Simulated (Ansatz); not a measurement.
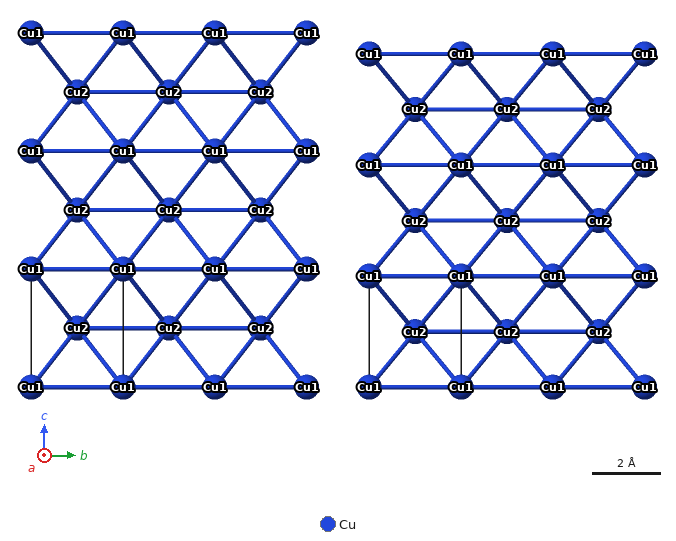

Two geometries of solid Cu (set up in I4/mmm), drawn at one scale. One is the start of a relaxation, the other its converged end. Style: ball-and-stick. Shown: the cell of the calculation, repeated 1 × 3 × 3 with one cell outlined, along the a axis.

The calculation used DFT PBE, scalar-relativistic, plane waves, PAW in Ansatz 0.2.0. Settings: plane-wave cutoff 420 eV; k-point mesh 20 × 20 × 14; occupations gaussian; smearing width 0.1 eV; no spin polarisation; cell relaxed at fixed a, b, gamma; force threshold 0.008 eV/Å; at most 40 steps.

### Which geometry has the lower energy?

The right one is the relaxed one. Case: biaxial strain in the a-b plane of +6.0 %; c and atoms relaxed. No atom moves by more than 0.005 Å relative to the cell. The volume changes by −5.9 %, with a = b unchanged at 2.721 Å, c 3.499 → 3.292 Å (−5.9 %). Among the contacts that change: Cu1–Cu2 2.600 → 2.532 Å. The space group stays I4/mmm (No. 139). Over 5 accepted moves (7 points after the start) the energy falls by 17.9 meV per atom. All forces vanish by symmetry, so only the cell relaxes. Pressure: −9.08 GPa at the start and −2.14 GPa at the end. The SCF was repeated twice at an unchanged geometry on a basis and grid sized afresh for the cell, which shifted the energy by 0.7 meV per atom at most. Cost: 2.3 min on 1 thread of Arm Neoverse V1, with other jobs on the host, peak memory 0.53 GiB.
